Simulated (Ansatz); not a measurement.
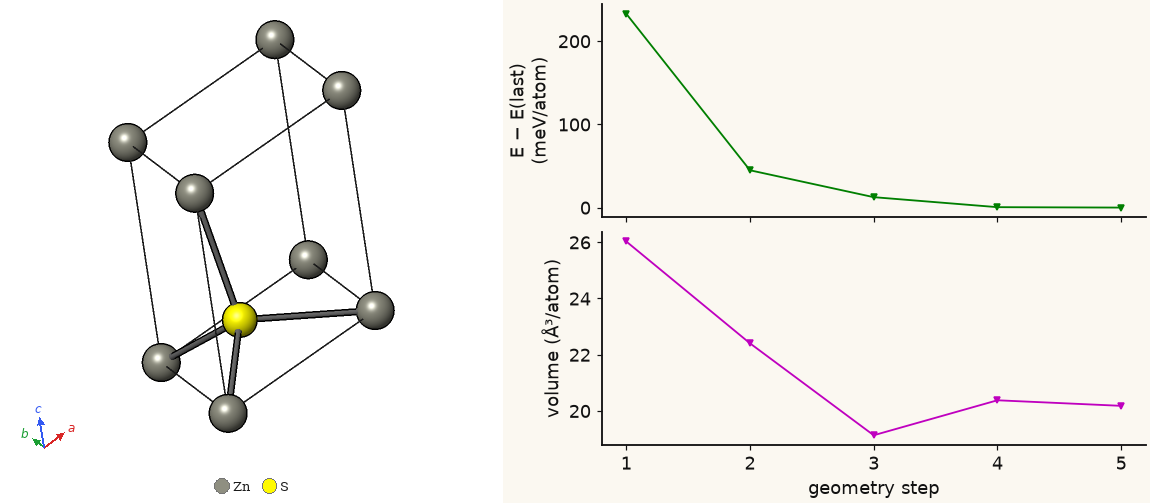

Beside the plot: the structure at the start.

History of a geometry optimisation. The run: ZnS (F-43m, 2 atoms in the cell), by DFT PBE, scalar-relativistic, plane waves, PAW (Ansatz 0.2.0); cutoff 420 eV, 6×6×6 k-mesh, Gaussian smearing of 0.1 eV. Atoms and cell relax. A closing SCF on a freshly chosen basis isn't drawn.

The optimisation met its thresholds at geometry 5, counting the start as the first. The energy fell by about 230 meV/atom from the first step to the last. All forces vanish by symmetry, so only the cell moves. The volume shrinks from 26.0 to 20.2 Å³ per atom (−22 %), overshooting to 19.1 at step 3.
